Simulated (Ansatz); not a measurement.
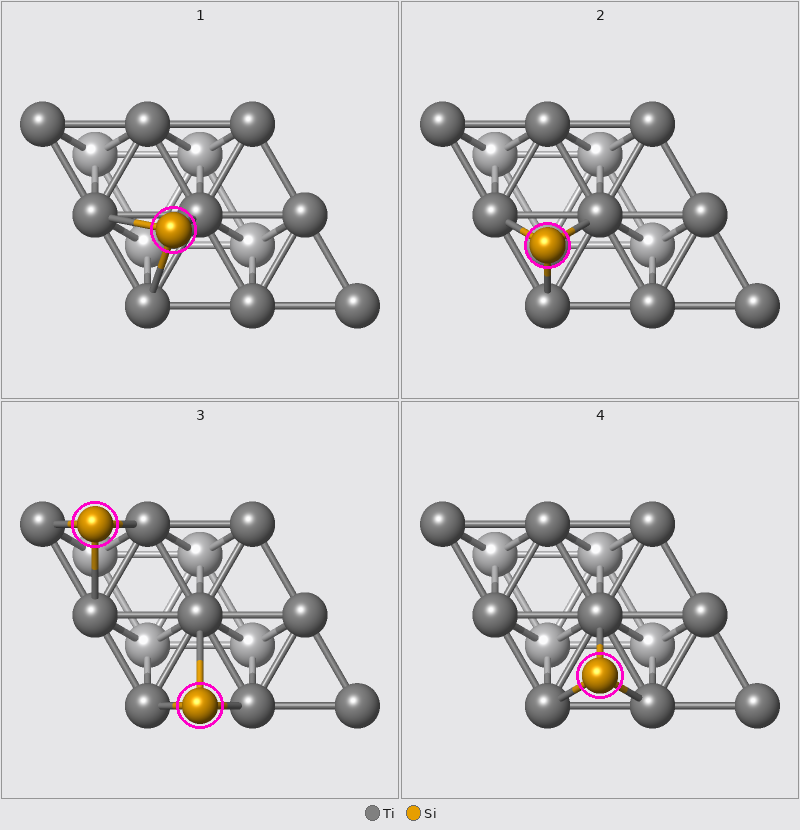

Si on a Ti(001) slab cut from the P6_3/mmc phase, its upper half relaxed before the scan (16 atoms of substrate and one adsorbate in a 2 × 2 cell). 
- Si is moved over the surface cell; relaxed at each place: the height of the adsorbate's atoms; substrate rigid; the origin of the map has the adsorbate above Ti13.
- Places are given modulo a cell vector. The map is drawn in real space over the plane of the surface.
- The scan uses a 6 × 6 grid; 10 points were computed and 26 follow by symmetry.
- Places are given in fractions of the 1 × 1 surface cell.
- Energies: eV, counted from the lowest grid point.
- All numbers below come from DFT PBE, scalar-relativistic, plane waves, PAW (Ansatz). Settings: cutoff 420 eV, k-mesh 6×6×1, gaussian smearing 0.1 eV, no spin polarisation.

The numbered pictures are structures from this grid. Rings mark the moved atoms.

> Which is the most stable, and how do the others follow?

2, at a threefold hollow over a second-layer Ti atom, (2/6, 4/6) of the cell vectors: 0.00 eV; 4, at a threefold hollow, (4/6, 2/6) of the cell vectors: 0.17 eV; 3, at a bridge site between two Ti atoms, (3/6, 0/6) of the cell vectors: 0.40 eV; 1, at (4/6, 5/6) of the cell vectors [nearest 1 Ti at 2.32 Å]: 0.72 eV.

The map, with the structures marked:

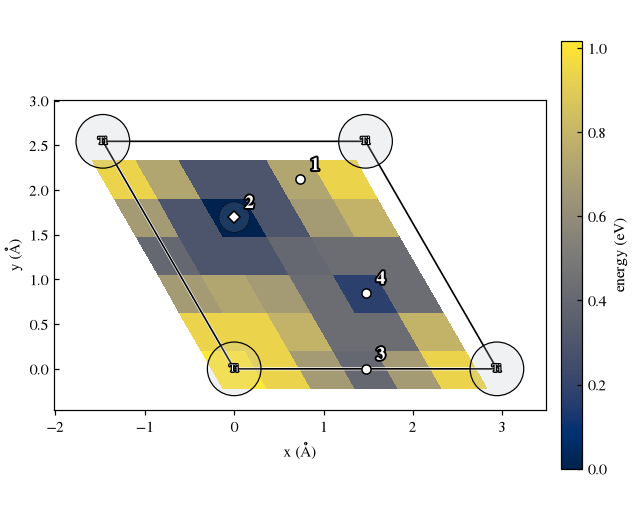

In the figure: one coloured cell a grid point, labelled circles for the atoms of the top layer and small ones for the second layer, the outline of one cell of the plane.

PAW datasets: the set soft_1.
